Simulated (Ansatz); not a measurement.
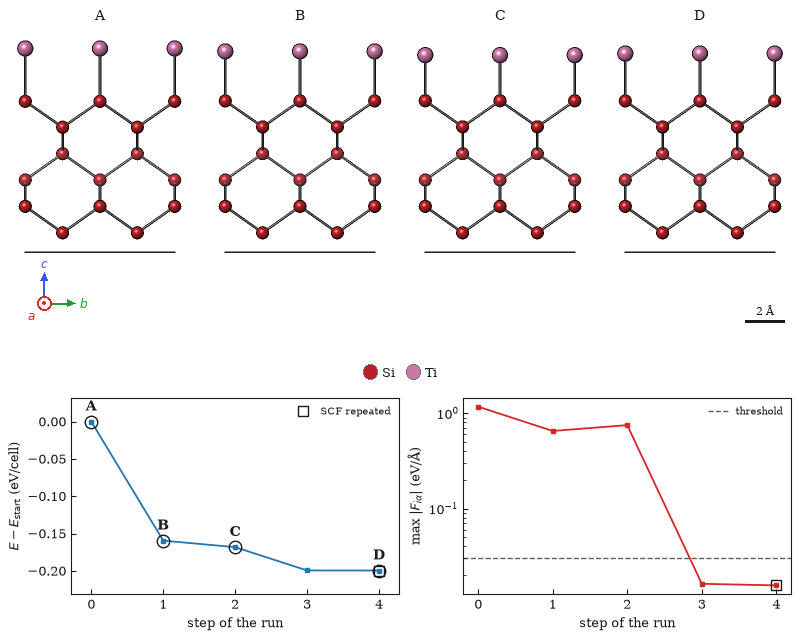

Frames of a constrained relaxation of a slab of composition TiSi₆ (cut from the Fd-3m phase), marked on the history of the run. Style: ball-and-stick. Shown: the 1 × 2 repeat of the cell, outlined in the plane, without the vacuum, along the a axis.

Case: Ti put at a top Si site. The slab is the (1 0 0) face of Si with Ti on it. 3 atoms are held fixed.

Level of theory: DFT PBEsol, scalar-relativistic, plane waves, PAW (Ansatz). Settings: plane-wave cutoff 420 eV; k-point mesh 8 × 8 × 1; occupations gaussian; smearing width 0.05 eV; collinear spin; dipole correction; atoms relaxed in a fixed cell; force threshold 0.03 eV/Å; at most 70 steps.

Describe the path.

Answer. The Ti atom moves most: 0.26 Å along the normal (−c). By element the largest moves are Ti 0.26 Å, Si 0.02 Å. The lattice vectors keep their values. Some distances before and after: Si–Ti 2.720 → 2.438 Å, Si–Si 2.354 → 2.362 Å. Over 3 accepted moves (4 points after the start) the energy falls by 0.200 eV per cell of the calculation. The largest force component goes from 1.2 to 0.016 eV/Å. 1 step only repeated the SCF at the same geometry. From step 0 to 1: the Ti atom moves most (0.15 Å), energy −0.159 eV per cell of the calculation. From step 1 to 2: the Ti atom moves most (0.19 Å), energy −8.7 meV per cell of the calculation. From step 2 to 4: the Ti atom moves most (0.08 Å), energy −31.3 meV per cell of the calculation.

Limits of the set-up: the periodic images lie only 3.8 Å apart, so the values are limited by the cell's size.
